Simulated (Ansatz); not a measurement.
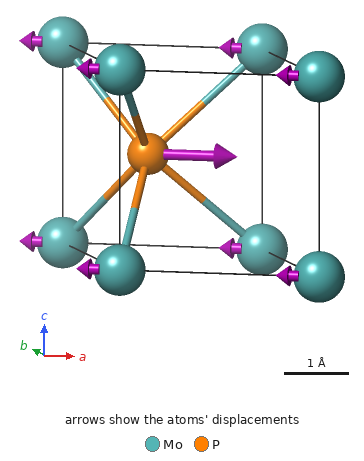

One vibrational mode of a crystal of MoP relaxed at 1 GPa at the zone centre. Displacements are drawn as purple arrows; their common scale and sign are arbitrary. Style: ball-and-stick. Shown: the cell of the calculation, slightly off an axis.

The calculation used DFT PBE, scalar-relativistic, plane waves, PAW (Ansatz).

Input file:
```yaml
crystal:
  lattice:
    - [3.2382983965, 0.0, 0.0]
    - [-1.6191491982, 2.8044486764, 0.0]
    - [0.0, 0.0, 3.1900540678]
  atoms:
    - { symbol: Mo, position: [0.0, 0.0, 0.0] }
    - { symbol: P, position: [0.3333333333, 0.6666666667, 0.5] }
basis:
  ecutwfc: 420
kpoints:
  mp_grid: { grid: [18, 18, 14] }
hamiltonian:
  xc: pbe
scf:
  occupations: { method: fermi_dirac, width: 0.15 }
output:
  eigenvalues: true
phonons:
  method: dfpt
  eigenvectors: true
```

Command:
```bash
ansatz run input.yaml --threads 1 --pin off --max-ram 3072MiB --backend cpu --events-out ev --progress --plain --runs-dir out
```

The frequencies depend somewhat on the k-mesh and the smearing.

> What mode is this, and where does it lie in the spectrum?

This is the E′ mode (doubly degenerate; one member of the set is drawn) at 400 cm⁻¹, the highest optical level, infrared- and Raman-active by symmetry. The P sublattice moves against the Mo sublattice, along a; the kinetic energy is shared as P 76 %, Mo 24 %. The crystal is a metal, so free carriers screen the infrared response.
